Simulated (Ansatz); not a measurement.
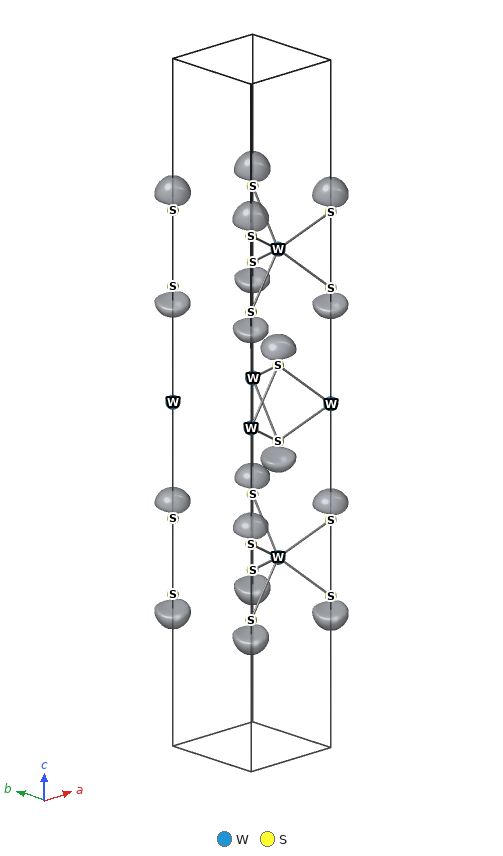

*WS₂. Isosurface of the ELF at 0.9 (grey), seen at an oblique angle. Core shells and regions of very low density are left out. Sticks mark near contacts.*

Space group P-6m2; a structure from a database of computed crystals, not necessarily the ambient phase.

Computed with Kohn-Sham DFT of a periodic cell, PBEsol, Ansatz PAW in Ansatz.

```xyz
9
Lattice="3.1460 0.0000 0.0000 -1.5730 2.7245 0.0000 0.0000 0.0000 28.3646" Properties=species:S:1:pos:R:3 pbc="T T T"
W     1.5730    0.9082    7.8258
W     1.5730    0.9082   20.5388
W     0.0000    0.0000   14.1840
S     1.5730    0.9082   12.6163
S     0.0000    0.0000    6.2595
S     0.0000    0.0000   18.9711
S     1.5730    0.9082   15.7514
S     0.0000    0.0000    9.3935
S     0.0000    0.0000   22.1051
```

> Identify the bonds, lone pairs and shells in this picture.

The ELF exceeds this value in six lobes on S, pointing away from the bonds (lone pairs), counted in one cell of 9 atoms. Any copies at cell faces, edges or corners count once. Profiles from the grid: W–S (2.40 Å): the ELF peaks at about 0.85 in the valence shell of S, 0.8 Å from its nucleus, and is about 0.50 at the midpoint.

> Metal or insulator at this level of theory?

It is gapped, with a Kohn–Sham gap of 1.4 eV on the k-point mesh (the band edges may lie off the mesh, which would make the gap smaller).
